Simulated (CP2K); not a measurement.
System: SnSe (space group Fm-3m).

Calculation (CP2K 2026.2): DFT in Gaussian orbitals with a plane-wave density, no spin polarisation; energies at scaled volumes of the given cell, shape and fractions fixed, counted from the fit's minimum, third-order Birch-Murnaghan fit. All runs: no spin polarisation.

- k mesh: 8×8×8
- occupations: Fermi–Dirac
- smearing width: 0.05 eV
- potentials: GTH PBE with UZH TZVP basis
- density cutoff: 6123 eV

What does the calculation give for the energy against volume, with one curve for each functional? The cases: PBEsol; PBE.

The fitted equilibrium volumes, smallest first, are PBEsol 27.355, PBE 28.092 Å³/atom. The fitted bulk moduli, smallest first, are PBE 48.5, PBEsol 53.4 GPa.

PBEsol:
```
volume (Å³/atom)  energy (meV/atom)
           25.63              20.18
           26.18               9.05
           26.73               2.52
           27.27               0.05
           27.82               1.25
           28.36               5.79
           28.91              13.32
```

PBE:
```
volume (Å³/atom)  energy (meV/atom)
           25.63              38.32
           26.18              22.34
           26.73              10.99
           27.27               3.83
           27.82               0.42
           28.36               0.39
           28.91               3.40
```

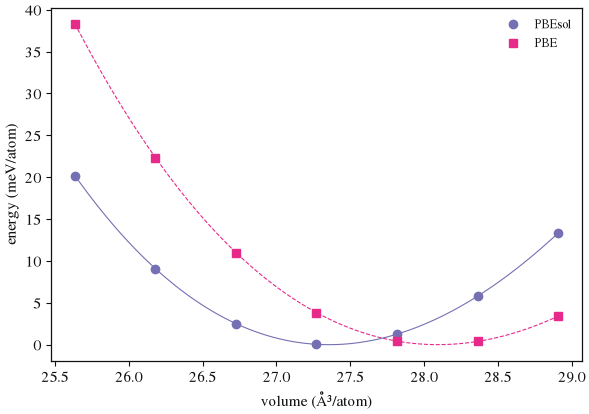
